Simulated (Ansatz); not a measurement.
System: TiO₂, space group I4_1/amd (No. 141) (cell built by us, not taken from a database).

Starting cell:
```xyz
6
Lattice="-1.8848 1.8848 4.7767 1.8848 -1.8848 4.7767 1.8848 1.8848 -4.7767" Properties=species:S:1:pos:R:3 pbc="T T T"
Ti    0.0000    1.8848    2.3884
Ti    0.0000    0.0000    0.0000
O     0.0000    1.8848    0.4060
O     0.0000    0.0000    7.5711
O     0.0000    0.0000    1.9824
O     0.0000    1.8848    4.3708
```

Calculation (Ansatz 0.2.0): Born effective charges by linear response at the zone centre, in units of the proton charge, Cartesian axes of the given cell; DFT, PBEsol, plane waves, PAW. Level: PBEsol, no spin polarisation.

```tsv
setting	value
periodic directions	3
potentials	PAW
wave cutoff	420 eV
k mesh	8×8×8
```

Predict the mean Born effective charge of each atom. The cases: Ti 1; Ti 2; O 1; O 2; O 3; O 4.

Ti 1 and Ti 2 share the largest size, 6.27 e, and the charges add up to 0.00 e. O 1, O 2, O 3 and O 4 are equally anisotropic; for O 1: its diagonal components run from −5.43 to −1.11 e.

| atom | mean Born effective charge (e) | Born charge xx (e) | Born charge zz (e) |
| --- | --- | --- | --- |
| Ti 1 | 6.27 | 6.544 | 5.727 |
| Ti 2 | 6.27 | 6.544 | 5.727 |
| O 1 | −3.14 | −1.112 | −2.863 |
| O 2 | −3.14 | −5.432 | −2.863 |
| O 3 | −3.14 | −1.112 | −2.863 |
| O 4 | −3.14 | −5.432 | −2.863 |

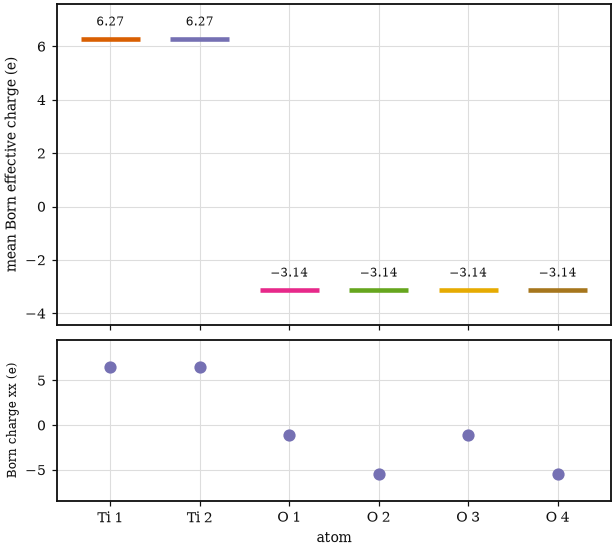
